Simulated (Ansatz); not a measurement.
This input was run:

```yaml
crystal:
  lattice:
    - [2.9217699809, 0.0, 0.0]
    - [-1.4608849905, 2.5303270275, 0.0]
    - [0.0, 0.0, 5.916515]
  atoms:
    - { symbol: Ta, position: [0.0, 0.0, 0.5] }
    - { symbol: Ta, position: [0.0, 0.0, 0.0] }
    - { symbol: "N", position: [0.3333333333, 0.6666666667, 0.25] }
    - { symbol: "N", position: [0.6666666667, 0.3333333333, 0.75] }
hamiltonian:
  xc: pbe
  pseudopotentials: { kind: paw }
kpoints:
  mp_grid: { grid: [10, 10, 5] }
  band_path:
    path:
      - [[0.0, 0.0, 0.0], [0.5, 0.0, 0.0], [0.3333333333, 0.3333333333, 0.0], [0.0, 0.0, 0.0], [0.0, 0.0, 0.5], [0.5, 0.0, 0.5], [0.3333333333, 0.3333333333, 0.5], [0.0, 0.0, 0.5]]
      - [[0.5, 0.0, 0.5], [0.5, 0.0, 0.0]]
      - [[0.3333333333, 0.3333333333, 0.0], [0.3333333333, 0.3333333333, 0.5]]
    npoints: 14
scf:
  occupations: { method: fermi_dirac, width: 0.05 }
  n_extra_bands: 10
output:
  forces: true
  stress: true
  eigenvalues: true
  fatbands: false
```

System: NiAs-type TaN, space group P6_3/mmc (No. 194), 4 atoms in the cell.

Computed with Ansatz: PBE, Ansatz PAW, no spin polarisation, no spin-orbit coupling, 10×10×5 k mesh, 420 eV cutoff, Fermi-Dirac smearing of 0.05 eV.

Predict the main features of the band structure. The path is Γ–M–K–Γ–A–L–H–A|L–M|K–H.

A metal: 4 bands cross the Fermi level along this path. Bands cross the Fermi level on Γ–M, M–K, K–Γ, Γ–A, H–A and K–H, and not on A–L, L–H and L–M. At Γ the nearest levels lie 0.22 eV below and 0.56 eV above the Fermi level.

Spin-orbit coupling is left out, which matters for Ta. The usual form of TaN is the ε phase (P-62m).

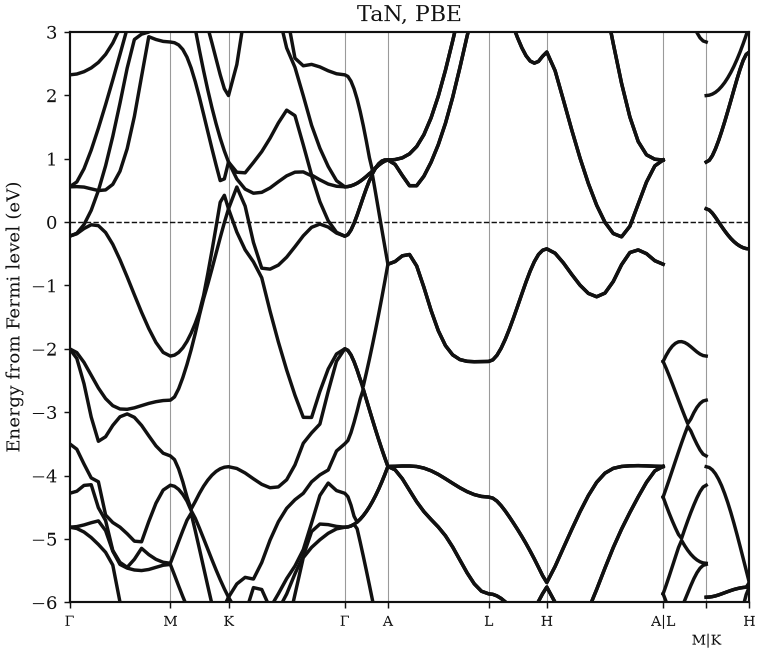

Band structure. Energies are counted from the Fermi level.
